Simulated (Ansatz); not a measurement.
# Geometry relaxation, with input and output: Si16C15 (charge −1) (part 2 of 2)

Continued. System: Si16C15 (defect cell, 31 atoms in the cell, total charge −1). Method: DFT LDA, scalar-relativistic, plane waves, PAW, spin-polarised (Ansatz 0.2.0); cutoff 420 eV, 2×2×2 k-mesh, Gaussian smearing of 0.01 eV, collinear spins. The structure derives from a Materials Project entry. It belongs to a series of runs on one base structure; here: C vacancy (site b), charge -1, atoms relaxed at the host's cell, started again with a moment of 3 μB.

## Output, continued
```
  k-point 0 ↑: bands = ["-6.1926", "-5.0636", "-4.7549", "-2.7310", "-2.7307", "-2.6998", "-2.4459", "-2.1891", "-2.1880", "-1.9487", "-1.9053", "-1.9046", "-1.5616", "-1.1577", "-1.1562", "0.5893", "0.6620", "0.7822", "0.7829", "0.9544", "0.9547", "1.1173", "1.8247", "2.3031", "2.4766", "2.4769", "2.8770", "2.8785", "4.2665", "4.3412", "4.3416", "4.3642", "4.9796", "5.1105", "5.1115", "5.7937", "5.9652", "6.1106", "6.1109", "6.3404", "6.8197", "6.8738", "6.8742", "6.9390", "7.0664", "7.0670", "7.2943", "7.4568", "7.4573", "7.6784", "7.6794", "8.1076", "8.1084", "8.1630", "8.4553", "8.4567", "8.6397", "8.6401", "8.8354", "9.1071", "9.1073", "10.9018", "11.4461", "11.4483", "11.5739", "11.5744", "11.9644", "12.2941", "13.0475", "13.0500", "13.5751", "13.5758", "13.8114", "14.1695", "14.1698", "14.3981", "14.5255", "14.6062", "14.6064", "14.6831", "15.1490", "15.1512", "15.2422", "15.3646", "15.7900", "16.1879", "16.1883", "16.4409", "16.4627", "16.4632", "16.5306", "16.6021", "16.6026", "16.8972", "17.0361"]
  k-point 1 ↑: bands = ["-6.0308", "-5.6672", "-3.6453", "-3.4369", "-2.6306", "-2.6304", "-2.5904", "-2.4330", "-2.4319", "-2.0805", "-1.5659", "-1.5655", "-1.4902", "-1.4415", "-1.4397", "0.8641", "1.0785", "1.0792", "1.1159", "1.3841", "1.3846", "1.4841", "1.8251", "1.8254", "1.9629", "2.0934", "2.2664", "2.2681", "2.4655", "4.6561", "5.4569", "5.4610", "5.4614", "5.5134", "5.5142", "5.8324", "6.1277", "6.1771", "6.1773", "6.2989", "6.6367", "6.6376", "6.7299", "6.7309", "6.8366", "6.8369", "7.1707", "7.4996", "7.6608", "7.7177", "7.7178", "7.7796", "8.1211", "8.1232", "8.1410", "8.1975", "8.1982", "8.7548", "8.7551", "9.0592", "9.0593", "10.3940", "11.7478", "11.7500", "11.8596", "11.8603", "12.2027", "12.3223", "12.9788", "12.9805", "13.4672", "13.4682", "13.5637", "13.8476", "13.8496", "14.1081", "14.6166", "14.9840", "15.4462", "15.4467", "15.5281", "15.5282", "15.7384", "15.9927", "16.1504", "16.2660", "16.2663", "16.5285", "16.5293", "16.6146", "16.6153", "16.6579", "16.7320", "16.7329", "16.8579"]
  k-point 2 ↑: bands = ["-5.1796", "-5.0528", "-4.0519", "-3.9875", "-3.9124", "-3.5777", "-3.1703", "-2.9843", "-2.2367", "-2.1839", "-2.0804", "-1.8585", "-1.6631", "-1.1543", "-0.8157", "1.2100", "1.4884", "1.7539", "2.0069", "2.1696", "2.2870", "2.4286", "2.4916", "2.7738", "3.5557", "3.6838", "3.9704", "4.0205", "4.0304", "4.1368", "4.1817", "4.3855", "4.4260", "4.5836", "4.6064", "4.6373", "4.9353", "5.4937", "5.5438", "5.7956", "6.0319", "6.1477", "6.1826", "6.3396", "6.4465", "6.6491", "6.6900", "6.8043", "6.9370", "6.9463", "7.1099", "7.1900", "7.3799", "7.5734", "7.6326", "7.7154", "7.8853", "7.9940", "8.3627", "8.4634", "8.7730", "9.8845", "10.9684", "12.1695", "12.9305", "13.0161", "13.0218", "13.2268", "13.6217", "13.6956", "13.7262", "14.1412", "14.2679", "14.3815", "14.4526", "14.7912", "15.4699", "15.7179", "15.7510", "15.9214", "16.1242", "16.1802", "16.3820", "16.4111", "16.9980", "17.0617", "17.0779", "17.1203", "17.1558", "17.1925", "17.3694", "17.4304", "17.4635", "17.6418", "17.8540"]
  k-point 7 ↓: bands = ["-4.9617", "-4.9301", "-4.7714", "-4.4313", "-3.0000", "-2.9724", "-2.7808", "-2.7753", "-2.6934", "-2.6111", "-2.5350", "-1.9397", "-1.3000", "-1.2406", "-1.1926", "1.1687", "1.8145", "1.9077", "2.1101", "2.1158", "2.7027", "2.7898", "2.8155", "2.8158", "2.8361", "3.1763", "3.3751", "4.0135", "4.3977", "4.5124", "4.5285", "4.5494", "4.5841", "4.6216", "4.8081", "4.9922", "5.0571", "5.2011", "5.4130", "5.5047", "5.7369", "5.7454", "5.7564", "5.7898", "6.0272", "6.0412", "6.9463", "6.9881", "7.0190", "7.1155", "7.4192", "7.5664", "7.6058", "7.7086", "7.8050", "7.9997", "8.0098", "8.3014", "8.3167", "8.3912", "8.4662", "10.1429", "11.3782", "12.0667", "13.0858", "13.1393", "13.1770", "13.2628", "13.2787", "13.3303", "13.5962", "13.6817", "14.8830", "14.9411", "14.9812", "15.1095", "15.1308", "15.2171", "15.4096", "15.5473", "16.0464", "16.2123", "16.2215", "16.2568", "16.3425", "16.3604", "16.4224", "17.1218", "17.5894", "17.6414", "17.6768", "17.7236", "17.7455", "17.8649", "17.8974"]
--- Relaxed structure (2 steps of the walk, 2 accepted, 0 SCFs on fresh bases) ---
  F+E_penalty+E_count = -13376.60784208 eV   max|allowed force component| = 2.480e-2 eV/Å
  atoms:
    - { symbol: Si, position: [0.3336975162999999, 0.16797302639999995, 0.0642236451] }
    - { symbol: Si, position: [0.8329745187999998, 0.16646118919999997, 0.0622591281] }
    - { symbol: Si, position: [0.3352169726999999, 0.6686937538999999, 0.06226279719999999] }
    - { symbol: Si, position: [0.8330089315999998, 0.6686440330999999, 0.062271937099999994] }
    - { symbol: Si, position: [0.16738754609999998, 0.3342761742, 0.5625684326] }
    - { symbol: Si, position: [0.6665471694999998, 0.33429086649999995, 0.5625995748999999] }
    - { symbol: Si, position: [0.16738088489999997, 0.8351346469999997, 0.5625842161999999] }
    - { symbol: Si, position: [0.6670530276999999, 0.8344974630999998, 0.5621437337] }
    - { symbol: Si, position: [0.013948093599999996, 0.008001197499999998, 0.31274543809999994] }
    - { symbol: Si, position: [0.49366676629999984, 0.008173384699999925, 0.3128108177999999] }
    - { symbol: Si, position: [0.00048242369999999986, 0.5012901472, 0.31124709999999994] }
    - { symbol: Si, position: [0.4935156783999998, 0.4872848890999999, 0.3127547869] }
    - { symbol: Si, position: [0.5006984731999999, 0.5018104050999999, 0.8123086882999999] }
    - { symbol: Si, position: [1.0004294895, 0.5012406868999999, 0.8126057127999999] }
    - { symbol: Si, position: [0.5006947997999998, 1.0009369537999997, 0.8123184261] }
    - { symbol: Si, position: [0.9997657987999999, 1.0009068777999999, 0.8122970109999998] }
    - { symbol: C, position: [0.8346049385999997, 0.1696057703999999, 0.2499920894] }
    - { symbol: C, position: [0.33212378479999993, 0.6671367385, 0.24999278049999996] }
    - { symbol: C, position: [0.8346293571999999, 0.6670935465999999, 0.25000090849999995] }
    - { symbol: C, position: [0.16686826129999993, 0.3347166717999999, 0.7505168086] }
    - { symbol: C, position: [0.6674735398999999, 0.3347525941, 0.7505430407999999] }
    - { symbol: C, position: [0.16687367709999998, 0.8341980592, 0.7505293634999999] }
    - { symbol: C, position: [0.6670455410999999, 0.8345379923, 0.7489487994] }
    - { symbol: C, position: [0.5010276043999998, 0.5023618810999999, 0.5017233001] }
    - { symbol: C, position: [1.0004269744999998, 0.5012413263999997, 0.49973625549999995] }
    - { symbol: C, position: [0.5010488963999999, 1.0006656088, 0.5017395817] }
    - { symbol: C, position: [0.9992299911999997, 1.0006240767999999, 0.5016879035999999] }
    - { symbol: C, position: [-0.0017660122999999996, 0.00017853710000000002, 0.9979051535] }
    - { symbol: C, position: [0.5014447381999999, 0.00024010529999995978, 0.9979221302999999] }
    - { symbol: C, position: [0.0004118981999999999, 0.5012619700999998, 0.9993648868] }
    - { symbol: C, position: [0.5014948272999998, 0.5034294033999999, 0.9979024637] }
--- Löwdin populations: 31 sites ---
  site symbol       q [e]    m [muB]
     0     Si      3.4335     0.1137
     1     Si      2.9672     0.0007
     2     Si      2.9673     0.0007
     3     Si      2.9672     0.0008
     4     Si      2.9659    -0.0004
     5     Si      2.9657    -0.0004
     6     Si      2.9659    -0.0004
     7     Si      2.9526     0.0026
     8     Si      3.3304     0.0165
     9     Si      3.3312     0.0166
    10     Si      2.9503     0.0023
    11     Si      3.3320     0.0166
    12     Si      2.9544     0.0022
    13     Si      2.9542    -0.0003
    14     Si      2.9544     0.0022
    15     Si      2.9543     0.0022
    16      C      4.9452    -0.0008
    17      C      4.9449    -0.0008
    18      C      4.9452    -0.0008
    19      C      5.0046    -0.0003
    20      C      5.0047    -0.0003
    21      C      5.0046    -0.0003
    22      C      5.0265     0.0130
    23      C      4.9809     0.0102
    24      C      4.9962    -0.0008
    25      C      4.9809     0.0103
    26      C      4.9808     0.0102
    27      C      4.9677     0.0073
    28      C      4.9677     0.0073
    29      C      5.0041    -0.0002
    30      C      4.9677     0.0073
  spilling = 0.010655 (of n_electrons = 125.000000)
```

## File populations.tsv
```
# site	symbol	l	j	q_up	q_dn
# orbitals = lowdin
# n_electrons = 125.000000
# spilling = 0.010655
0	Si	0_3S	-	0.552202	0.525745
0	Si	1_3P	-	1.221418	1.134164
1	Si	0_3S	-	0.452186	0.452025
1	Si	1_3P	-	1.031758	1.031209
2	Si	0_3S	-	0.452206	0.452045
2	Si	1_3P	-	1.031784	1.031238
3	Si	0_3S	-	0.452195	0.452022
3	Si	1_3P	-	1.031792	1.031197
4	Si	0_3S	-	0.451975	0.451967
4	Si	1_3P	-	1.030770	1.031191
5	Si	0_3S	-	0.451919	0.451914
5	Si	1_3P	-	1.030746	1.031171
6	Si	0_3S	-	0.451971	0.451966
6	Si	1_3P	-	1.030770	1.031193
7	Si	0_3S	-	0.451116	0.450610
7	Si	1_3P	-	1.026455	1.024376
8	Si	0_3S	-	0.543883	0.541743
8	Si	1_3P	-	1.129574	1.115240
9	Si	0_3S	-	0.544091	0.541919
9	Si	1_3P	-	1.129799	1.115356
10	Si	0_3S	-	0.451442	0.451487
10	Si	1_3P	-	1.024849	1.022546
11	Si	0_3S	-	0.544466	0.542298
11	Si	1_3P	-	1.129822	1.115369
12	Si	0_3S	-	0.450546	0.449786
12	Si	1_3P	-	1.027742	1.026290
13	Si	0_3S	-	0.448816	0.448894
13	Si	1_3P	-	1.028123	1.028392
14	Si	0_3S	-	0.450561	0.449803
14	Si	1_3P	-	1.027741	1.026291
15	Si	0_3S	-	0.450532	0.449770
15	Si	1_3P	-	1.027739	1.026283
16	C	0_2S	-	0.583737	0.583900
16	C	1_2P	-	1.888463	1.889102
17	C	0_2S	-	0.583864	0.584027
17	C	1_2P	-	1.888179	1.888822
18	C	0_2S	-	0.583766	0.583931
18	C	1_2P	-	1.888435	1.889056
19	C	0_2S	-	0.569228	0.569343
19	C	1_2P	-	1.932923	1.933131
20	C	0_2S	-	0.569214	0.569329
20	C	1_2P	-	1.932954	1.933166
21	C	0_2S	-	0.569217	0.569332
21	C	1_2P	-	1.932941	1.933152
22	C	0_2S	-	0.578076	0.575527
22	C	1_2P	-	1.941684	1.931213
23	C	0_2S	-	0.570343	0.568881
23	C	1_2P	-	1.925218	1.916464
24	C	0_2S	-	0.573200	0.573664
24	C	1_2P	-	1.924482	1.924811
25	C	0_2S	-	0.570319	0.568864
25	C	1_2P	-	1.925285	1.916469
26	C	0_2S	-	0.570349	0.568900
26	C	1_2P	-	1.925116	1.916404
27	C	0_2S	-	0.569272	0.568754
27	C	1_2P	-	1.918224	1.911432
28	C	0_2S	-	0.569263	0.568743
28	C	1_2P	-	1.918268	1.911442
29	C	0_2S	-	0.575813	0.576517
29	C	1_2P	-	1.926100	1.925640
30	C	0_2S	-	0.569258	0.568740
30	C	1_2P	-	1.918260	1.911455
```

## Trajectory as extended XYZ (Å, eV, eV/Å), 2 frames, from step=1 to step=2
```
31
Lattice="3.0584 -5.2973 0.0000 -6.1168 0.0000 0.0000 0.0000 0.0000 -10.0121" Properties=species:S:1:pos:R:3:forces:R:3 step=1 energy=-13376.60784
Si   -0.0069   -1.7677   -0.6430   -0.0002   0.0006  -0.0119
Si    1.5294   -4.4126   -0.6233    0.0219   0.0101  -0.0093
Si   -3.0651   -1.7758   -0.6234    0.0006  -0.0247  -0.0117
Si   -1.5423   -4.4127   -0.6235   -0.0232   0.0115  -0.0075
Si   -1.5328   -0.8867   -5.6325   -0.0152   0.0122   0.0082
Si   -0.0062   -3.5309   -5.6328    0.0020  -0.0188   0.0077
Si   -4.5965   -0.8867   -5.6327    0.0145   0.0092   0.0101
Si   -3.0644   -3.5336   -5.6283   -0.0037  -0.0037   0.0041
Si   -0.0063   -0.0739   -3.1313   -0.0014  -0.0119   0.0103
Si    1.4598   -2.6151   -3.1319   -0.0018   0.0078   0.0162
Si   -3.0648   -0.0026   -3.1163    0.0010   0.0000  -0.0125
Si   -1.4713   -2.6143   -3.1313   -0.0037   0.0048   0.0172
Si   -1.5381   -2.6524   -8.1330    0.0022   0.0011  -0.0024
Si   -0.0063   -5.2996   -8.1359    0.0005   0.0011   0.0184
Si   -4.5912   -2.6524   -8.1331   -0.0028   0.0011  -0.0018
Si   -3.0647   -5.2961   -8.1328   -0.0002  -0.0040  -0.0054
C     1.5151   -4.4212   -2.5030    0.0133   0.0085  -0.0073
C    -3.0650   -1.7594   -2.5030    0.0061  -0.0227  -0.0125
C    -1.5279   -4.4213   -2.5030   -0.0125   0.0149  -0.0054
C    -1.5371   -0.8840   -7.5143    0.0010  -0.0034   0.0036
C    -0.0062   -3.5358   -7.5145   -0.0010   0.0043   0.0056
C    -4.5923   -0.8840   -7.5144   -0.0018  -0.0029   0.0049
C    -3.0646   -3.5336   -7.4986   -0.0005   0.0008  -0.0008
C    -1.5405   -2.6541   -5.0233   -0.0103  -0.0024   0.0058
C    -0.0063   -5.2996   -5.0034    0.0013  -0.0027   0.0014
C    -4.5885   -2.6542   -5.0235    0.0107  -0.0022   0.0030
C    -3.0646   -5.2933   -5.0230    0.0004   0.0099   0.0001
C    -0.0065    0.0094   -9.9912   -0.0003   0.0020  -0.0047
C     1.5322   -2.6563   -9.9913    0.0043  -0.0008  -0.0044
C    -3.0649   -0.0022  -10.0058    0.0008  -0.0007  -0.0134
C    -1.5456   -2.6566   -9.9911   -0.0020   0.0011  -0.0057
31
Lattice="3.0584 -5.2973 0.0000 -6.1168 0.0000 0.0000 0.0000 0.0000 -10.0121" Properties=species:S:1:pos:R:3:forces:R:3 step=2 energy=-13376.60784
Si   -0.0069   -1.7677   -0.6430   -0.0002   0.0006  -0.0119
Si    1.5294   -4.4126   -0.6233    0.0219   0.0101  -0.0094
Si   -3.0651   -1.7758   -0.6234    0.0006  -0.0248  -0.0118
Si   -1.5423   -4.4127   -0.6235   -0.0233   0.0115  -0.0076
Si   -1.5328   -0.8867   -5.6325   -0.0152   0.0122   0.0082
Si   -0.0062   -3.5309   -5.6328    0.0020  -0.0188   0.0077
Si   -4.5965   -0.8867   -5.6327    0.0145   0.0092   0.0101
Si   -3.0644   -3.5336   -5.6283   -0.0037  -0.0037   0.0041
Si   -0.0063   -0.0739   -3.1313   -0.0014  -0.0119   0.0103
Si    1.4598   -2.6151   -3.1319   -0.0018   0.0077   0.0162
Si   -3.0648   -0.0026   -3.1163    0.0010   0.0000  -0.0124
Si   -1.4713   -2.6143   -3.1313   -0.0038   0.0047   0.0172
Si   -1.5381   -2.6524   -8.1330    0.0021   0.0010  -0.0024
Si   -0.0063   -5.2996   -8.1359    0.0005   0.0011   0.0185
Si   -4.5912   -2.6524   -8.1331   -0.0027   0.0011  -0.0018
Si   -3.0647   -5.2961   -8.1328   -0.0002  -0.0039  -0.0054
C     1.5151   -4.4212   -2.5030    0.0134   0.0085  -0.0072
C    -3.0650   -1.7594   -2.5030    0.0061  -0.0227  -0.0125
C    -1.5279   -4.4213   -2.5030   -0.0126   0.0149  -0.0054
C    -1.5371   -0.8840   -7.5143    0.0010  -0.0034   0.0037
C    -0.0062   -3.5358   -7.5145   -0.0010   0.0043   0.0056
C    -4.5923   -0.8840   -7.5144   -0.0018  -0.0029   0.0050
C    -3.0646   -3.5336   -7.4986   -0.0005   0.0008  -0.0008
C    -1.5405   -2.6541   -5.0233   -0.0103  -0.0024   0.0058
C    -0.0063   -5.2996   -5.0034    0.0013  -0.0027   0.0014
C    -4.5885   -2.6542   -5.0235    0.0107  -0.0023   0.0030
C    -3.0646   -5.2933   -5.0230    0.0004   0.0099   0.0001
C    -0.0065    0.0094   -9.9912   -0.0003   0.0020  -0.0047
C     1.5322   -2.6563   -9.9913    0.0044  -0.0008  -0.0045
C    -3.0649   -0.0022  -10.0058    0.0008  -0.0007  -0.0134
C    -1.5456   -2.6566   -9.9911   -0.0020   0.0010  -0.0057
```

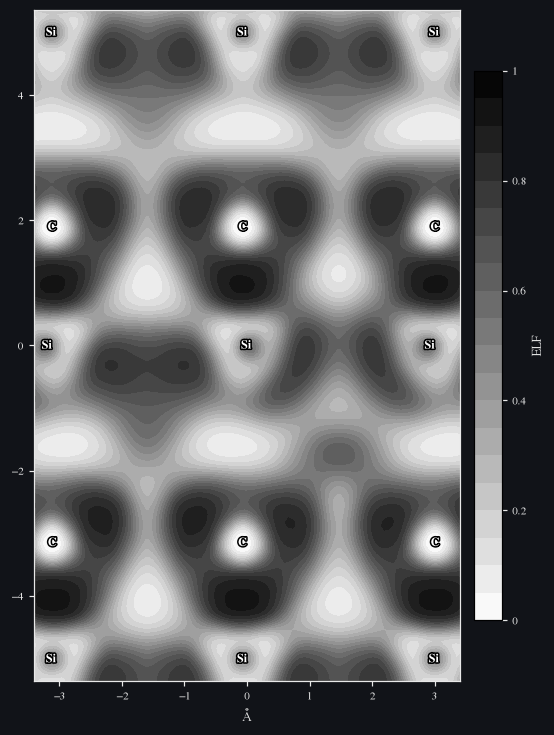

ELF on the (100) plane of the calculation cell. The section cuts through Si and C sites. Si–C (1.86 Å): the ELF peaks at about 0.95 between the atoms (a covalent bond). Si–C (1.89 Å): the ELF peaks at about 0.90 between the atoms, as expected for localised, shared-pair bonding. The fields are those of the smooth PAW valence density.

## Summary

- outcome: converged
- electrons treated: 125
- free energy: −13376.6078 eV
- Fermi energy: 11.288 eV
- gap on the k-point mesh: none (metallic)
- net moment of the cell: 0.25 μB
- integrated absolute moment: 0.27 μB
- final volume: 324.42 Å³
- largest force (length of the vector) at the end: 0.027 eV/Å
- wall time: 43 s (CPU time 2.8 min)
- peak memory: 1.2 GiB

## Notes

The program warns: some starting moments were not kept. The k-point mesh is coarse for a cell of this size, so the results may not be converged.
